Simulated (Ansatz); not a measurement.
Geometry relaxation, with input and output: AlGaN2

System: AlGaN2 (P-4m2, 4 atoms in the cell).
Method: DFT LDA, scalar-relativistic, plane waves, PAW, no spin polarisation (Ansatz 0.2.0).

The structure derives from a Materials Project entry. It belongs to a series of runs on one base structure; here: relaxed at 2 GPa. Figures and captions count atoms from 1; the log counts them from 0 in places.

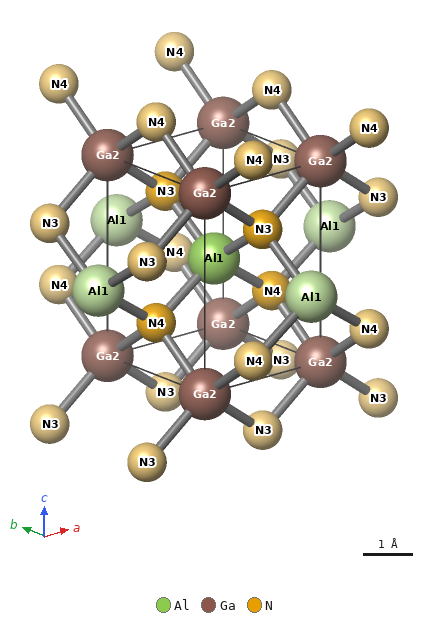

Figure 1. The starting structure (ball-and-stick view of the cell of the calculation, seen at an oblique angle; neighbours outside the cell are drawn fainter; atoms are numbered from 1 in the order of the input). An atom can appear more than once, as a periodic image. Near neighbours in the periodic cell (some may lie outside the picture): Al has 4 N at 1.87 Å; Ga has 4 N at 1.92 Å; N has 2 Al at 1.87 Å and 2 Ga at 1.92 Å.

### Results in brief

- outcome: converged
- space group (tolerance 0.01 Å): P-4m2 (115)
- electrons treated: 26
- free energy: −4971.8892 eV
- Fermi energy: 10.114 eV
- gap on the k-point mesh: 3.13 eV
- pressure: 2.08 GPa
- final volume: 42.13 Å³
- largest force (length of the vector) at the end: 0.002 eV/Å
- final cell: a = 3.105 Å, b = 3.105 Å, c = 4.369 Å, α = 90.00°, β = 90.00°, γ = 90.00°
- hardware: 1 thread of Intel Xeon (Sapphire Rapids), 32 GiB of memory available, shared host
- wall time: 21 s
- peak memory: 0.4 GiB

### The input
```yaml
crystal:
  lattice:
    - [3.095318624, 0.0, 0.0]
    - [0.0, 3.095318624, 0.0]
    - [0.0, 0.0, 4.3562282533]
  atoms:
    - { symbol: Al, position: [0.5, 0.5, 0.5] }
    - { symbol: Ga, position: [0.0, 0.0, 0.0] }
    - { symbol: "N", position: [0.5, 0.0, 0.7400513254] }
    - { symbol: "N", position: [0.0, 0.5, 0.2599486746] }
basis:
  ecutwfc: 420
kpoints:
  mp_grid: { grid: [8, 8, 6] }
hamiltonian:
  xc: lda
scf:
  occupations: { method: gaussian, width: 0.02 }
output:
  forces: true
  stress: true
  eigenvalues: true
  write_density: true
  write_potential: true
  elf: true
  volumetric_format: npy
relax:
  adjacent_minimum: "off"
  f_tol: 0.008
  max_steps: 50
  cell: { stress_tol: 0.08, p_target: 2.0 }
```

Run as:
```bash
ansatz run input.yaml --threads 1 --pin off --max-ram 2560MiB --backend cpu --events-out ev --progress --plain --runs-dir out
```

### What the program printed
```
Engine: ansatz 0.2.0, x86_64-unknown-linux-gnu
Pseudopotentials: kind: paw
Pseudopotential: Al, paw, valence charge 3, recommended cutoff 420 eV (normal), Al.paw.azcp
Pseudopotential: Ga, paw, valence charge 13, recommended cutoff 420 eV (normal), Ga.paw.azcp
Pseudopotential: N, paw, valence charge 5, recommended cutoff 420 eV (normal), N.paw.azcp
Functional definition: SPW92
  exchange = slater_x
  correlation = pw_c
Crystal: 4 atoms, lattice volume = 41.737 Å³
Basis set: ecut = 420 eV, 823 PW (Γ)
Bands: 17, of which v1, the nominal top of the filled ones, is band 13 counted from 1 (12 counted from 0)
Symmetry: 8 space group operations
Space group: P-4m2 (ITA 115), of the structure as read, at distance tolerance 3.5e-5 Å
k-points: 60 of 384 (time reversal used)
Non-local potential: Al, projectors of the file, l = 0: 2, l = 1: 2, l = 2: 1
Non-local potential: Ga, projectors of the file, l = 0: 2, l = 1: 2, l = 2: 3, l = 3: 1
Non-local potential: N, projectors of the file, l = 0: 2, l = 1: 2, l = 2: 1
PAW form: soft (Blöchl's): semilocal exchange-correlation on the pseudo side does not see the compensation charge
PAW frozen core: Al, regenerated for the run's functional, and the local potential with it (the file was generated under x = pbe(κ = 0.804, μ = 0.2195149727645171), c = pbe(β = 0.06672455060314922))
PAW frozen core: Ga, regenerated for the run's functional, and the local potential with it (the file was generated under x = pbe(κ = 0.804, μ = 0.2195149727645171), c = pbe(β = 0.06672455060314922))
PAW frozen core: N, regenerated for the run's functional, and the local potential with it (the file was generated under x = pbe(κ = 0.804, μ = 0.2195149727645171), c = pbe(β = 0.06672455060314922))
PAW one-centre angular grid: Al, 110 points (default); XC on 64 Gauss nodes
PAW one-centre angular grid: Ga, 590 points (default); XC on 64 Gauss nodes
PAW one-centre angular grid: N, 110 points (default); XC on 64 Gauss nodes
Initial density: superposition of atomic densities (neutral atoms: chi_scale 0, normalization atom), corrected by the library's trained network
Initial wavefunctions: pseudopotential atomic-orbital guess
Functional: x = slater, c = lda
SCF iter   1: F=—  HF=-4971.897392 eV  |F-HF|=—  |Δ(HF+E_count)|=         —  Δρ=1.13e-2  dr2=5.18e-2  ethr=1.77e-3  ⟨swp⟩=5.9  Hψ=5258  notcnv=0
preconditioner: auto → none  [insulator: Δε(μ)=3.114 eV  Ē_g=15.867 eV  σ=0.020 eV  W_gap=1.00  n_scr=14 (ndim 8)  ℏωp=29.3 eV  f_vac=0.000  D(μ)=0.00/eV (n_scr^D=0)  ε∞_Penn≈4.4]
SCF iter   2: F=—  HF=-4971.882362 eV  |F-HF|=—  |Δ(HF+E_count)|=   1.50e-2  Δρ=3.00e-3  dr2=2.35e-3  ethr=1.99e-4  ⟨swp⟩=2.8  Hψ=2179  notcnv=0
SCF iter   3: F=—  HF=-4971.881565 eV  |F-HF|=—  |Δ(HF+E_count)|=   7.97e-4  Δρ=1.11e-3  dr2=1.75e-4  ethr=9.03e-6  ⟨swp⟩=2.2  Hψ=1601  notcnv=0
SCF iter   4: F=—  HF=-4971.881513 eV  |F-HF|=—  |Δ(HF+E_count)|=   5.19e-5  Δρ=1.99e-4  dr2=1.72e-5  ethr=6.71e-7  ⟨swp⟩=2.6  Hψ=1735  notcnv=0
SCF iter   5: F=—  HF=-4971.881492 eV  |F-HF|=—  |Δ(HF+E_count)|=   2.11e-5  Δρ=3.83e-5  dr2=3.36e-7  ethr=6.61e-8  ⟨swp⟩=2.0  Hψ=1790  notcnv=0
SCF iter   6: F=-4971.881492 eV  HF=-4971.881492 eV  |F-HF|=1.73e-8  |Δ(HF+E_count)|=   3.68e-8  Δρ=5.43e-6  dr2=1.80e-8  ethr=3.85e-10  ⟨swp⟩=8.0  Hψ=6959  notcnv=0
SCF 1 converged in 6 iterations: F = -4971.881492 eV  dr2 = 1.80e-8
  greatest PAW one-centre occupation: 0.996 electrons in one spin orbital (limit 2), on the Ga atom at site 1 (counted from 0), in its partial waves of l = 2
relax step   1: F+E_penalty+E_count = -4971.88149205 eV  Δ(F+E_penalty+E_count) = +0.000e0 eV  max|allowed force component| = 7.602e-3 eV/Å  Δτ_max = 0.0000 Å  P = +4.135 GPa  Ω = 41.737 Å³  (6 SCF iters, dr2 threshold 1.00e-7 eV, accepted)
Crystal: 4 atoms, lattice volume = 41.958 Å³
Initial density: handed on by an earlier stage of this run
Initial wavefunctions: those handed on with the density
iter 1 solved again at ethr=2.64e-6 eV; its pass at ethr=3.10e-3 eV (dr2=6.87e-4 eV) is discarded
SCF iter   1: F=—  HF=-4971.885648 eV  |F-HF|=—  |Δ(HF+E_count)|=         —  Δρ=1.23e-3  dr2=6.99e-4  ethr=2.64e-6  ⟨swp⟩=1.1  Hψ=4916  notcnv=0
preconditioner: auto → none  [insulator: Δε(μ)=3.150 eV  Ē_g=15.856 eV  σ=0.020 eV  W_gap=1.00  n_scr=14 (ndim 8)  ℏωp=29.2 eV  f_vac=0.000  D(μ)=0.00/eV (n_scr^D=0)  ε∞_Penn≈4.4]
SCF iter   2: F=—  HF=-4971.885437 eV  |F-HF|=—  |Δ(HF+E_count)|=   2.11e-4  Δρ=2.00e-4  dr2=1.95e-5  ethr=2.64e-6  ⟨swp⟩=2.0  Hψ=1383  notcnv=0
SCF iter   3: F=—  HF=-4971.885432 eV  |F-HF|=—  |Δ(HF+E_count)|=   5.35e-6  Δρ=7.00e-5  dr2=1.34e-6  ethr=7.49e-8  ⟨swp⟩=2.0  Hψ=1369  notcnv=0
iter 4 did not close the SCF: its close was put off for the readings that it lacked (scf_convergence_deferred on its scf_iter line)
SCF iter   4: F=-4971.885431 eV  HF=-4971.885431 eV  |F-HF|=4.73e-7  |Δ(HF+E_count)|=   4.43e-7  Δρ=2.46e-5  dr2=2.21e-7  ethr=5.14e-9  ⟨swp⟩=2.0  Hψ=1776  notcnv=0
iter 5 did not close the SCF: its close was put off for the readings that it lacked (scf_convergence_deferred on its scf_iter line)
SCF iter   5: F=-4971.885431 eV  HF=-4971.885431 eV  |F-HF|=1.46e-9  |Δ(HF+E_count)|=   1.74e-7  Δρ=3.78e-6  dr2=3.48e-9  ethr=8.49e-10  ⟨swp⟩=2.0  Hψ=1792  notcnv=0
SCF iter   6: F=-4971.885431 eV  HF=-4971.885431 eV  |F-HF|=9.46e-11  |Δ(HF+E_count)|=  9.29e-10  Δρ=9.05e-7  dr2=1.95e-10  ethr=1.34e-11  ⟨swp⟩=4.5  Hψ=5602  notcnv=0
SCF 2 converged in 6 iterations: F = -4971.885431 eV  dr2 = 1.95e-10
relax step   2: F+E_penalty+E_count = -4971.88543098 eV  Δ(F+E_penalty+E_count) = -3.939e-3 eV  max|allowed force component| = 5.048e-3 eV/Å  Δτ_max = 0.0004 Å  P = +2.934 GPa  Ω = 41.958 Å³  energy of the carried Pulay correction = -9.303e-4 eV  (6 SCF iters, dr2 threshold 4.00e-7 eV, accepted)
Crystal: 4 atoms, lattice volume = 42.131 Å³
iter 1 solved again at ethr=1.59e-6 eV; its pass at ethr=3.10e-3 eV (dr2=4.13e-4 eV) is discarded
SCF iter   1: F=—  HF=-4971.887509 eV  |F-HF|=—  |Δ(HF+E_count)|=         —  Δρ=9.43e-4  dr2=4.20e-4  ethr=1.59e-6  ⟨swp⟩=1.0  Hψ=4907  notcnv=0
preconditioner: auto → none  [insulator: Δε(μ)=3.121 eV  Ē_g=15.827 eV  σ=0.020 eV  W_gap=1.00  n_scr=14 (ndim 8)  ℏωp=29.2 eV  f_vac=0.000  D(μ)=0.00/eV (n_scr^D=0)  ε∞_Penn≈4.4]
SCF iter   2: F=—  HF=-4971.887382 eV  |F-HF|=—  |Δ(HF+E_count)|=   1.27e-4  Δρ=1.60e-4  dr2=1.22e-5  ethr=1.59e-6  ⟨swp⟩=2.0  Hψ=1382  notcnv=0
SCF iter   3: F=—  HF=-4971.887380 eV  |F-HF|=—  |Δ(HF+E_count)|=   2.54e-6  Δρ=5.42e-5  dr2=7.79e-7  ethr=4.68e-8  ⟨swp⟩=2.1  Hψ=1386  notcnv=0
iter 4 did not close the SCF: its close was put off for the readings that it lacked (scf_convergence_deferred on its scf_iter line)
SCF iter   4: F=-4971.887379 eV  HF=-4971.887379 eV  |F-HF|=3.44e-7  |Δ(HF+E_count)|=   2.50e-7  Δρ=2.08e-5  dr2=1.42e-7  ethr=3.00e-9  ⟨swp⟩=2.0  Hψ=1778  notcnv=0
iter 5 did not close the SCF: its close was put off for the readings that it lacked (scf_convergence_deferred on its scf_iter line)
SCF iter   5: F=-4971.887379 eV  HF=-4971.887379 eV  |F-HF|=5.57e-10  |Δ(HF+E_count)|=   1.26e-7  Δρ=2.57e-6  dr2=1.81e-9  ethr=5.48e-10  ⟨swp⟩=2.0  Hψ=1791  notcnv=0
SCF iter   6: F=-4971.887379 eV  HF=-4971.887379 eV  |F-HF|=6.55e-11  |Δ(HF+E_count)|=  4.40e-10  Δρ=4.59e-7  dr2=9.57e-11  ethr=6.98e-12  ⟨swp⟩=4.4  Hψ=5048  notcnv=0
SCF 3 converged in 6 iterations: F = -4971.887379 eV  dr2 = 9.57e-11
relax step   3: F+E_penalty+E_count = -4971.88737924 eV  Δ(F+E_penalty+E_count) = -1.948e-3 eV  max|allowed force component| = 2.223e-3 eV/Å  Δτ_max = 0.0001 Å  P = +2.014 GPa  Ω = 42.131 Å³  energy of the carried Pulay correction = -1.657e-3 eV  (6 SCF iters, dr2 threshold 4.00e-7 eV, accepted)
Initial wavefunctions: pseudopotential atomic-orbital guess (no wavefunctions were taken with the density)
iter 1 solved again at ethr=3.77e-8 eV; its pass at ethr=3.10e-3 eV (dr2=9.80e-6 eV) is discarded
SCF iter   1: F=—  HF=-4971.889195 eV  |F-HF|=—  |Δ(HF+E_count)|=         —  Δρ=1.37e-4  dr2=4.65e-7  ethr=3.77e-8  ⟨swp⟩=3.0  Hψ=8227  notcnv=0
preconditioner: auto → none  [insulator: Δε(μ)=3.129 eV  Ē_g=15.829 eV  σ=0.020 eV  W_gap=1.00  n_scr=14 (ndim 8)  ℏωp=29.2 eV  f_vac=0.000  D(μ)=0.00/eV (n_scr^D=0)  ε∞_Penn≈4.4]
SCF iter   2: F=—  HF=-4971.889196 eV  |F-HF|=—  |Δ(HF+E_count)|=   7.06e-7  Δρ=6.75e-5  dr2=9.38e-8  ethr=1.79e-9  ⟨swp⟩=2.3  Hψ=1474  notcnv=0
SCF iter   3: F=—  HF=-4971.889197 eV  |F-HF|=—  |Δ(HF+E_count)|=   1.00e-6  Δρ=1.11e-5  dr2=4.68e-9  ethr=3.61e-10  ⟨swp⟩=2.1  Hψ=1800  notcnv=0
SCF iter   4: F=—  HF=-4971.889197 eV  |F-HF|=—  |Δ(HF+E_count)|=   2.37e-8  Δρ=1.61e-6  dr2=3.24e-10  ethr=1.80e-11  ⟨swp⟩=2.0  Hψ=1794  notcnv=0
iter 5 did not close the SCF: its close was put off for the readings that it lacked (scf_convergence_deferred on its scf_iter line)
SCF iter   5: F=-4971.889197 eV  HF=-4971.889197 eV  |F-HF|=3.09e-11  |Δ(HF+E_count)|=  3.55e-11  Δρ=4.69e-7  dr2=1.50e-11  ethr=1.25e-12  ⟨swp⟩=2.0  Hψ=1778  notcnv=0
SCF iter   6: F=-4971.889197 eV  HF=-4971.889197 eV  |F-HF|=9.09e-13  |Δ(HF+E_count)|=  3.55e-11  Δρ=6.53e-8  dr2=1.17e-12  ethr=1.00e-12  ⟨swp⟩=4.0  Hψ=4108  notcnv=0
SCF 4 converged in 6 iterations: F = -4971.889197 eV  dr2 = 1.17e-12
relax step   4: F+E_penalty+E_count = -4971.88919695 eV  Δ(F+E_penalty+E_count) = -1.818e-3 eV  max|allowed force component| = 2.409e-3 eV/Å  Δτ_max = 0.0000 Å  P = +2.077 GPa  Ω = 42.131 Å³  stress off target by 7.67e-2 GPa  SCF on the basis re-selected at this cell (its energy is not comparable with the rows above)  (6 SCF iters)
```

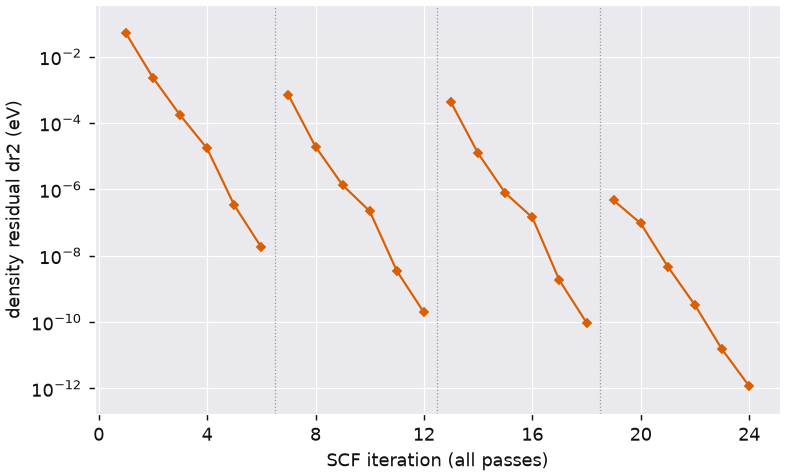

Figure 2. Convergence of the self-consistent field: density residual dr2 against the SCF iteration. The dotted lines part the SCF passes of the relaxation: geometry steps, rejected trials and re-solves on a re-selected basis. The passes take 6, 6, 6 and 6 iterations.

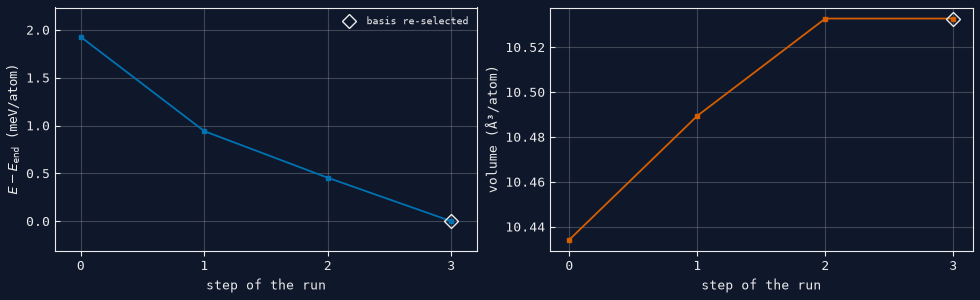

Figure 3. Progress of the relaxation, step by step (the first geometry is step 0 here and step 1 in the log). No atom moves by more than 0.005 Å relative to the cell. Cell: a = b 3.095 → 3.105 Å (+0.3 %), c 4.356 → 4.369 Å (+0.3 %). Volume +0.9 %. Among the contacts that change: Ga2–N3 1.918 → 1.924 Å, Al1–N3 1.868 → 1.874 Å. The space group stays P-4m2 (No. 115). The energy falls by 1.5 meV per atom in 2 geometry steps. Largest force component: 0.0076 eV/Å at the start, 0.0024 eV/Å at the end. The pressure goes from 4.14 to 2.08 GPa. A last SCF at the same geometry on a re-selected plane-wave basis shifts the energy by −0.5 meV per atom. (Atoms are counted from 1 in the order of the input.)

```
basis re-selected at this cell: Δ(F+E_penalty+E_count) = -1.818e-3 eV, ΔP = +0.063 GPa vs the last step (what re-selecting the basis moved, of the pressure what is left beyond the Pulay correction that the steps carried, after the strain that the cell walked since its last selection, with what the two solves' SCF thresholds leave and, on support functions, any second-order correction that the steps lacked; it is no measure of the basis error at this ecutwfc). This SCF's stress stands 7.67e-2 GPa from its target on what of the cell is left free (relax.cell.stress_tol is 8.00e-2 GPa) and its largest allowed force component is 2.41e-3 eV/Å (relax.f_tol is 8.00e-3 eV/Å): within both
SCF converged after 6 iterations
Free energy (F): -4971.889197 eV
Harris-Foulkes:  -4971.889197 eV  (|F-HF|=9.09e-13)
Internal energy: -4971.889197 eV  (E = F + TS)
E sigma→0 (E₀):  -4971.889197 eV
Fermi energy:    10.113946 eV
--- Per-component energies (eV) ---
  E_band       = 3.150030
  E_kinetic    = 408.394050
  E_local      = -2446.740514  (includes V_loc(G=0)·N_el)
  E_nonlocal   = 535.546624
  E_hartree    = 1107.197019
  E_xc         = -229.286987
  E_vxc        = -242.869561  (∫ρ·V_xc dr)
  E_paw        = -2597.193970  (= ΣΔE_a)
  E_vpaw       = -465.574555  (= ΣTr[D̂ρ^β])
  E_aug_tail   = -0.000029  (compensation charges beyond the density's cutoff)
  E_ewald      = -1751.749675
  E_core_change = 1.944285  (= ΣΔE_core)
  E_smearing   = -0.000000  (= −TS)
  E_closure    = -0.000000  (closes the sum)
  Σ components = -4971.889197   (vs F -4971.889197, Δ=0.00e0)
--- Forces (eV/Å), atoms counted from 1 ---
  atom   1  Al    -0.00000000    -0.00000000    -0.00000000
  atom   2  Ga     0.00000000    -0.00000000    -0.00000000
  atom   3  N      0.00000000     0.00000000     0.00240867
  atom   4  N      0.00000000     0.00000000    -0.00240867
  max |Σ_I F_I| component: 6.94e-17 eV/Å
--- Stress (GPa, compression-positive) ---
        2.076550       0.000000      -0.000000
        0.000000       2.076550       0.000000
       -0.000000       0.000000       2.076729
  P = ⅓ Tr σ = 2.0766 GPa (20.766 kbar)
--- Band table (eV; the first three rows and the last of 60) ---
  k-point 0: bands = ["-7.0753", "-5.6240", "-4.5786", "-4.5786", "-4.5320", "-4.3497", "-3.0488", "2.8506", "6.1208", "6.1208", "8.3196", "8.5493", "8.5493", "11.6785", "12.0642", "16.1850", "19.9261"]
  k-point 1: bands = ["-6.9492", "-5.6529", "-4.5807", "-4.5807", "-4.5277", "-4.3496", "-3.3406", "3.2194", "6.2464", "6.2464", "7.7635", "8.3619", "8.3619", "12.1022", "12.6038", "16.3406", "19.4216"]
  k-point 2: bands = ["-6.6108", "-5.7720", "-4.5849", "-4.5849", "-4.5103", "-4.3495", "-3.9081", "4.0575", "6.5915", "6.5915", "6.7146", "7.8984", "7.8984", "13.0910", "13.6161", "16.6846", "18.2742"]
  k-point 59: bands = ["-5.6107", "-5.6107", "-4.5788", "-4.3993", "-4.3787", "-2.7694", "-2.7694", "3.1526", "4.0954", "4.3856", "5.1698", "5.1698", "5.1715", "14.7405", "14.7405", "17.6787", "19.4927"]
--- Relaxed structure (3 steps of the walk, 3 accepted, 1 SCFs on fresh bases) ---
  F+E_penalty+E_count = -4971.88919695 eV   max|allowed force component| = 2.409e-3 eV/Å   (the final SCF, on the basis selected at the relaxed cell)
  cell:  # Å, volume = 42.1311 Å³
    - [3.1052891900041475, 0.0, -1.0311534847849889e-33]
    - [0.0, 3.1052891900041475, 0.0]
    - [-1.451204379762463e-33, 0.0, 4.369162749119313]
  atoms:
    - { symbol: Al, position: [0.5, 0.5, 0.5] }
    - { symbol: Ga, position: [-1.711070164473284e-34, 0.0, 0.0] }
    - { symbol: N, position: [0.5, 0.0, 0.7399927245165993] }
    - { symbol: N, position: [-3.2665884958126325e-34, 0.5, 0.26000727548340063] }
```

### Trajectory as extended XYZ (Å, eV, eV/Å), 4 frames, from step=1 to step=4
```
4
Lattice="3.0953 0.0000 0.0000 0.0000 3.0953 0.0000 0.0000 0.0000 4.3562" Properties=species:S:1:pos:R:3:forces:R:3 step=1 energy=-4971.88149 pressure_GPa=4.14
Al    1.5477    1.5477    2.1781    0.0000   0.0000   0.0000
Ga    0.0000    0.0000    0.0000    0.0000   0.0000   0.0000
N     1.5477    0.0000    3.2238    0.0000   0.0000  -0.0076
N     0.0000    1.5477    1.1324    0.0000   0.0000   0.0076
4
Lattice="3.1009 0.0000 0.0000 0.0000 3.1009 0.0000 0.0000 0.0000 4.3636" Properties=species:S:1:pos:R:3:forces:R:3 step=2 energy=-4971.88543 pressure_GPa=2.93
Al    1.5504    1.5504    2.1818    0.0000   0.0000   0.0000
Ga    0.0000    0.0000    0.0000    0.0000   0.0000   0.0000
N     1.5504    0.0000    3.2289    0.0000   0.0000   0.0050
N     0.0000    1.5504    1.1347    0.0000   0.0000  -0.0050
4
Lattice="3.1053 0.0000 0.0000 0.0000 3.1053 0.0000 0.0000 0.0000 4.3692" Properties=species:S:1:pos:R:3:forces:R:3 step=3 energy=-4971.88738 pressure_GPa=2.01
Al    1.5526    1.5526    2.1846    0.0000   0.0000   0.0000
Ga    0.0000    0.0000    0.0000    0.0000   0.0000   0.0000
N     1.5526    0.0000    3.2331    0.0000   0.0000   0.0022
N     0.0000    1.5526    1.1360    0.0000   0.0000  -0.0022
4
Lattice="3.1053 0.0000 0.0000 0.0000 3.1053 0.0000 0.0000 0.0000 4.3692" Properties=species:S:1:pos:R:3:forces:R:3 step=4 energy=-4971.88920 pressure_GPa=2.08
Al    1.5526    1.5526    2.1846    0.0000   0.0000   0.0000
Ga    0.0000    0.0000    0.0000    0.0000   0.0000   0.0000
N     1.5526    0.0000    3.2331    0.0000   0.0000   0.0024
N     0.0000    1.5526    1.1360    0.0000   0.0000  -0.0024
```

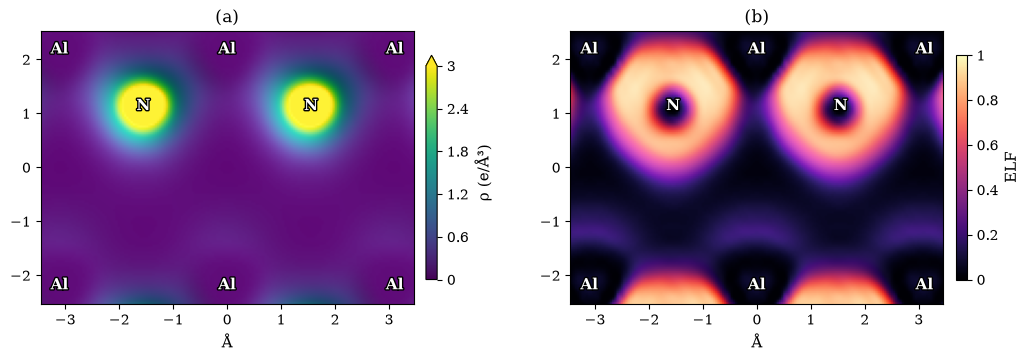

Figure 4. (a) valence pseudo-density; (b) electron localisation function on the (010) plane of the conventional cell. The section cuts through Al and N sites. Away from the nuclei the density in this plane falls to 0.04 e/Å³ at its lowest. The fields are those of the smooth PAW valence density.

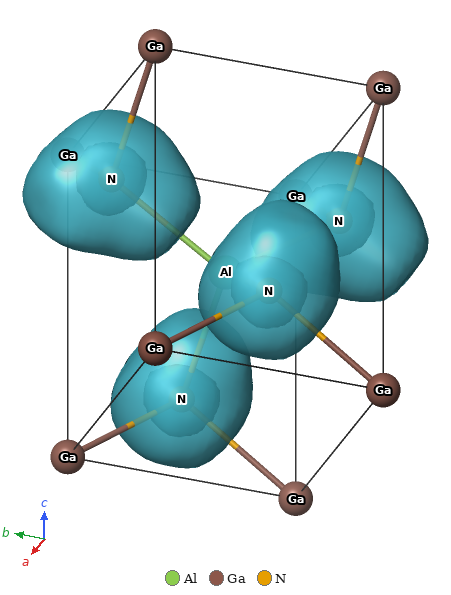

Figure 5. Isosurface of the electron localisation function at 0.7 (cyan), seen at an oblique angle. Core shells and regions of very low density are left out. Sticks mark near contacts. The outline is the cell set on symmetry axes. Ga–N (1.92 Å): the ELF is about 0.45 at the midpoint.
